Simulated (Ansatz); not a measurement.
Cu: several calculations on one system

### Relaxation

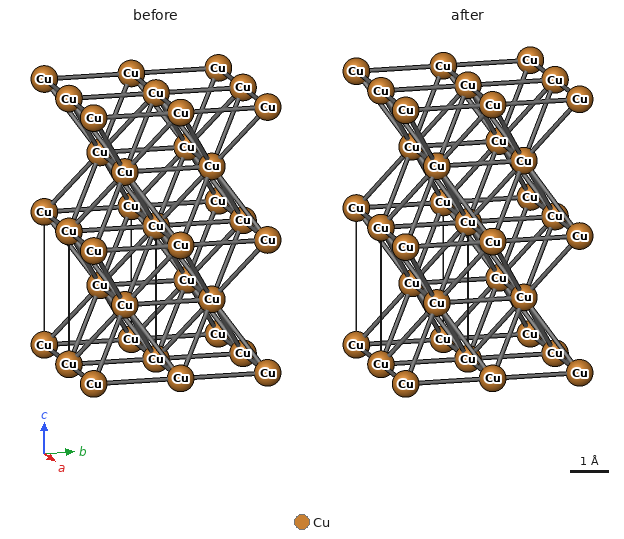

The structure of solid Cu (set up in I4/mmm) before (left) and after (right) a relaxation, at one scale.

A ball-and-stick model of the cell of the calculation, repeated 2 × 2 × 2 with one cell outlined, seen slightly off an axis.

Case: biaxial strain in the a-b plane of -4.0 %; c and atoms relaxed.

These are results of DFT r2SCAN, scalar-relativistic, plane waves, PAW in Ansatz 0.2.0, not measurements. (plane-wave cutoff 500 eV; k-point mesh 20 × 20 × 14; occupations gaussian; smearing width 0.1 eV; no spin polarisation; cell relaxed at fixed a, b, gamma; force threshold 0.008 eV/Å; at most 40 steps)

Describe what moved and what it gained.

The atoms keep their places relative to the cell (all moves are under 0.005 Å). The volume changes by +2.9 %, with a = b unchanged at 2.428 Å, c 3.663 → 3.769 Å (+2.9 %). Some distances before and after: Cu–Cu 2.510 → 2.549 Å. The space group stays I4/mmm (No. 139). After 5 accepted moves (7 points after the start) the energy has fallen by 6.8 meV per atom. All forces vanish by symmetry, so only the cell relaxes. Pressure: 11.14 GPa at the start and 5.59 GPa at the end. The SCF was repeated twice at an unchanged geometry on a basis and grid sized afresh for the cell, which shifted the energy by 0.2 meV per atom at most. The run took 7.8 min on 1 thread of Intel(R) Xeon(R) Processor @ 2.50GHz (Skylake/Cascade Lake) (shared host), peak memory 0.62 GiB.

### Relaxation

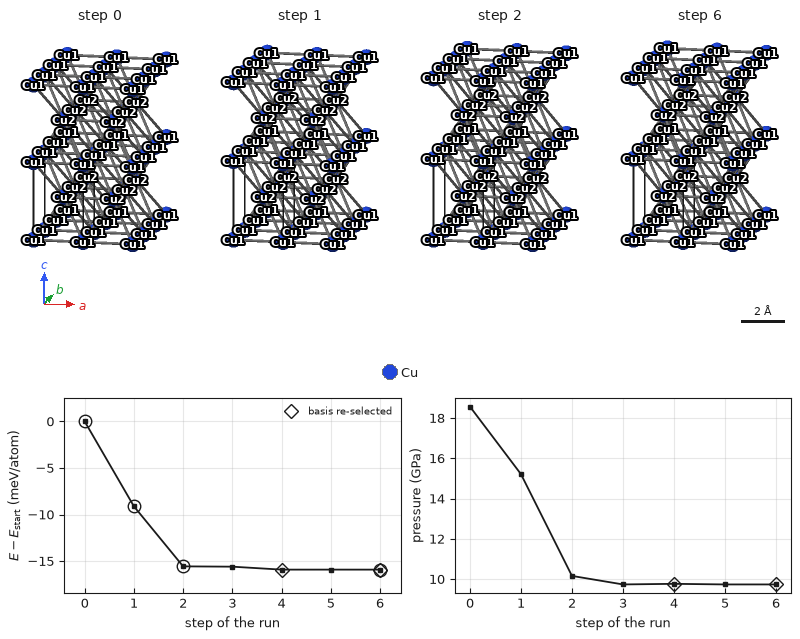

Frames of a relaxation of a crystal of Cu (set up in I4/mmm), marked on the history of the run. Style: ball-and-stick. Shown: the cell of the calculation, repeated 2 × 3 × 2 with one cell outlined, slightly off an axis.

Case: biaxial strain in the a-b plane of -6.0 %; c and atoms relaxed.

Theory: DFT r2SCAN, scalar-relativistic, plane waves, PAW in Ansatz.

The input:
```yaml
crystal:
  lattice:
    - [1.6810312496, 1.6810312496, 0.0]
    - [-1.6810312496, 1.6810312496, 0.0]
    - [0.0, 0.0, 3.7054220736]
  atoms:
    - { symbol: Cu, position: [0.0, 0.0, 0.0] }
    - { symbol: Cu, position: [0.5, 0.5, 0.5] }
basis:
  ecutwfc: 500
kpoints:
  mp_grid: { grid: [20, 20, 14] }
hamiltonian:
  xc: r2scan
scf:
  occupations: { method: gaussian, width: 0.1 }
output:
  forces: true
  stress: true
  eigenvalues: true
relax:
  adjacent_minimum: "off"
  f_tol: 0.008
  max_steps: 40
  cell: { stress_tol: 0.015, fix: [a, b, gamma] }
```

Run as
```bash
ansatz run input.yaml --threads 1 --pin off --max-ram 2560MiB --backend cpu --events-out ev --progress --plain --runs-dir out
```

> What happens along the run?

The atoms keep their places relative to the cell (all moves are under 0.005 Å). Cell: a = b unchanged at 2.377 Å, c 3.705 → 3.864 Å (+4.3 %). Volume +4.3 %. Some distances before and after: Cu1–Cu2 2.502 → 2.561 Å. The space group stays I4/mmm (No. 139). Over 4 accepted moves (6 points after the start) the energy falls by 15.9 meV per atom. All forces vanish by symmetry, so only the cell relaxes. The pressure goes from 18.57 to 9.74 GPa. The SCF was repeated twice at an unchanged geometry on a basis and grid sized afresh for the cell, which shifted the energy by 0.3 meV per atom at most. Cost: 6.6 min on 1 thread of Intel(R) Xeon(R) Processor @ 2.50GHz (Skylake/Cascade Lake), with other jobs on the host, peak memory 0.62 GiB. From step 0 to 1: volume +1.5 %, energy −9.1 meV per atom. From step 1 to 2: volume +2.5 %, energy −6.4 meV per atom. From step 2 to 6: volume +0.2 %, energy −0.4 meV per atom.

### Series

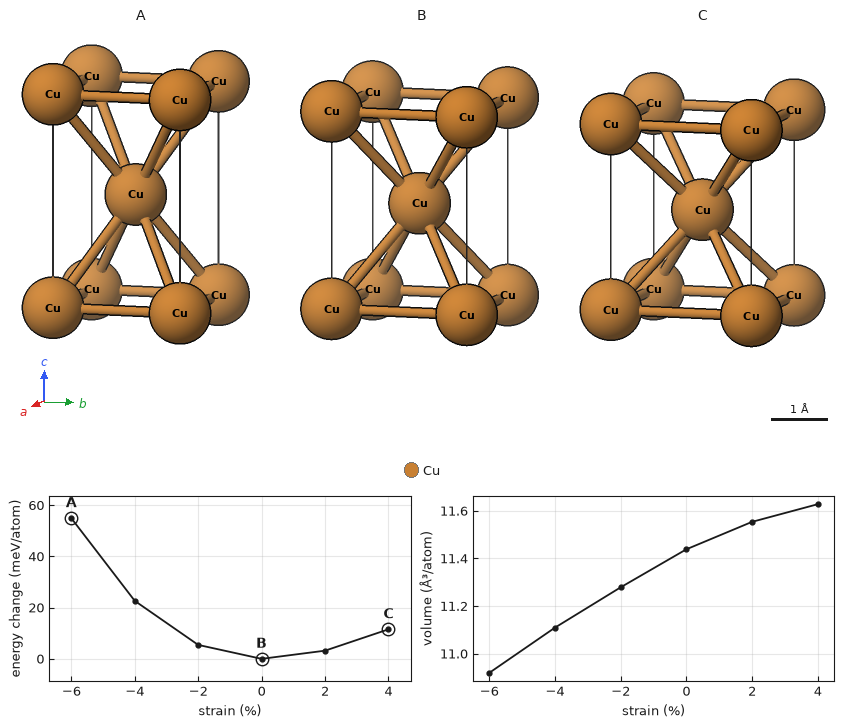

Members of a series of calculations on solid Cu (set up in Fm-3m), marked on the first curve. The picture is a ball-and-stick view of the cell of the calculation, seen slightly off an axis.

The calculation used Ansatz 0.2.0, DFT r2SCAN, scalar-relativistic, plane waves, PAW. Settings: plane-wave cutoff 500 eV; k-point mesh 20 × 20 × 14; occupations gaussian; smearing width 0.1 eV; no spin polarisation.

> Describe the series.

Biaxial strain in the a–b plane, c and atoms relaxed. A (strain −6.0 %): energy change 54.9 meV/atom, volume 10.92 Å³ per atom. B (strain 0.0 %): energy change 0.0 meV/atom, volume 11.44 Å³ per atom. C (strain 4.0 %): energy change 11.5 meV/atom, volume 11.63 Å³ per atom. The rest compares A with C. The drawn cell changes as follows: a = b 2.377 → 2.630 Å (+10.6 %), c 3.864 → 3.362 Å (−13.0 %); the volume changes by +6.5 %. Near-neighbour distances before and after: Cu–Cu 2.377 → 2.630 Å, Cu–Cu 2.561 → 2.507 Å.
